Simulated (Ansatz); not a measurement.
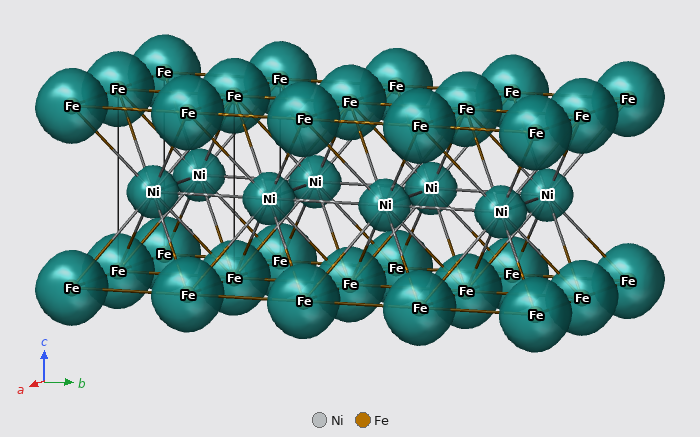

The picture shows: FeNi. Isosurfaces of the spin density at +0.4 (teal) and −0.4 e/Å³ (pink), seen slightly off an axis. Sticks mark near contacts.

Space group P4/mmm; computed pressure about 3 GPa in this cell; spin-polarised.

Method: Kohn-Sham DFT of a periodic cell, PBEsol, Ansatz PAW (Ansatz 0.2.0).

The density is the valence pseudo-density of a PAW calculation; it isn't the true density close to the nuclei.

```
Ni Fe
1.0
     2.43168    0.00000    0.00000
     0.00000    2.43168    0.00000
     0.00000    0.00000    3.58200
Ni Fe
1 1
Cartesian
  1.2158 1.2158 1.7910
  0.0000 0.0000 0.0000
```

Q: Where is the spin, and how is it ordered?

A: The spin density sits on Ni: +0.7 μB; Fe: +2.5 μB in one cell of 2 atoms: parallel moments (a ferromagnetic arrangement) in this solution. The cell of the calculation (2 atoms) carries 3.1 μB of net spin moment. Only one sign reaches the isovalue.
